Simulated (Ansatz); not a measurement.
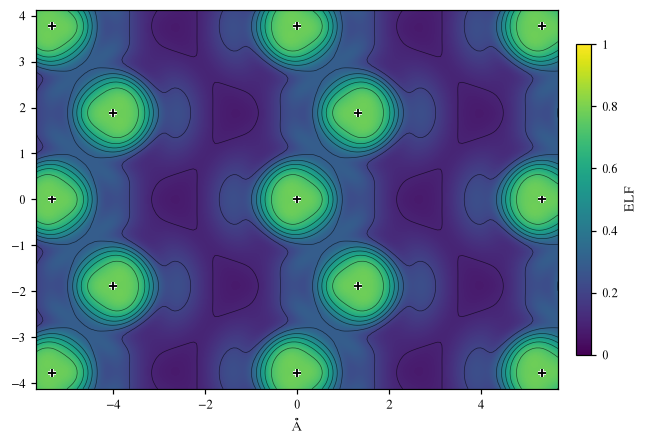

The ELF on a plane through atoms (crosses mark nuclei in the plane).

Theory: DFT, RPBE, plane waves (420 eV) with PAW, scalar-relativistic (Ansatz 0.2.0).

Candidates:
A. Rh, a = 5.33 Å, b = 5.33 Å, c = 5.33 Å, α = 90.00°, β = 90.00°, γ = 90.00°. Space group Fd-3m; set up as Rh, diamond; a generated structure, not necessarily the stable one; changed on purpose from its base cell (volume × 0.88); computed pressure about 20 GPa in this cell; computed without spin polarisation.
B. Ta, a = 2.84 Å, b = 2.84 Å, c = 5.03 Å, α = 90.00°, β = 90.00°, γ = 120.00°. Space group P6₃/mmc; set up as Ta, hcp; a generated structure, not necessarily the stable one; changed on purpose from its base cell (volume × 0.92); computed pressure about 18 GPa in this cell.
C. C, a = 3.44 Å, b = 3.44 Å, c = 3.44 Å, α = 90.00°, β = 90.00°, γ = 90.00°. Space group Fd-3m; set up as C, beta-Sn type; a generated structure, not necessarily the stable one; changed on purpose from its base cell (volume × 0.88); computed pressure about 68 GPa in this cell.

### Which system is this?

Candidate A: Rh on the (110) plane of the conventional cell, which holds Rh. Rh–Rh (2.31 Å): the ELF is about 0.30 at the midpoint (no shared electron pair shows on this line).
